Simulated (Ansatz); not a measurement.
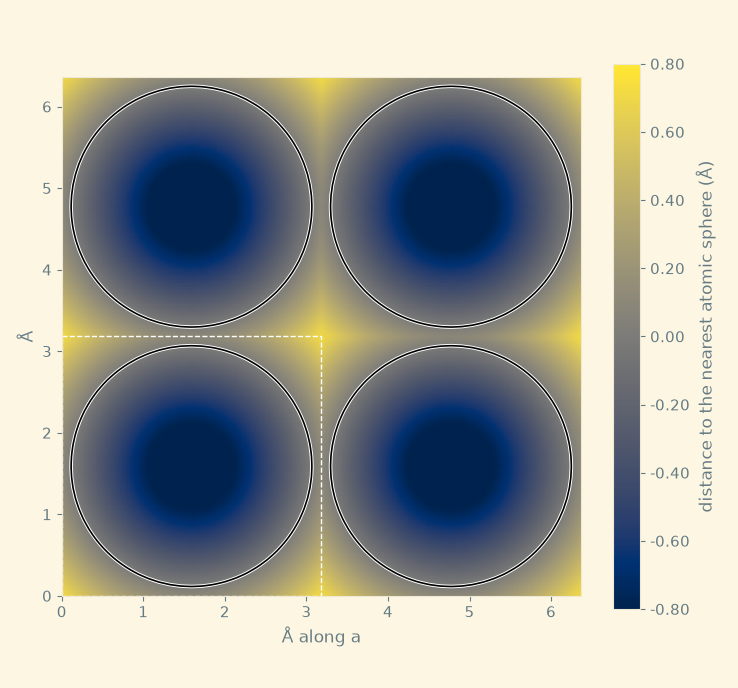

Map of the distance to the nearest atomic sphere in Sn in space group I4/mmm, computed on the section z = 0.601 (parallel to a and b; the dashed line is one cell). The black line marks the spheres' surfaces; positive values are empty space; unlabelled circles belong to atoms above or below the section.

Hard-sphere model; touching radii (half the shortest distance): Sn 1.59 Å.

The cell is taken from a calculation's input that goes back to an entry of the Crystallography Open Database (an earlier step may have relaxed or displaced it).

```
CELL_PARAMETERS angstrom
3.18150 0.00000 0.00000
0.00000 3.18150 0.00000
0.00000 0.00000 5.83130
ATOMIC_POSITIONS crystal
Sn 0.00000 0.00000 0.00000
Sn 0.50000 0.50000 0.50000
```

**Where is the largest hole in this section, and how large is it?**

At 0.000, 0.000, 0.601 (fractional), where the distance reaches 0.73 Å; it is enclosed by 5 Sn in a square pyramidal arrangement. It is the largest hole of the crystal.

**How much of the crystal lies outside the spheres?**

About 43 % of the cell's volume, and 33 % of this section's area.

**What can pass through?**

The largest sphere that fits anywhere has a diameter of 1.47 Å; the largest that can travel through the crystal, about 0.9 Å.
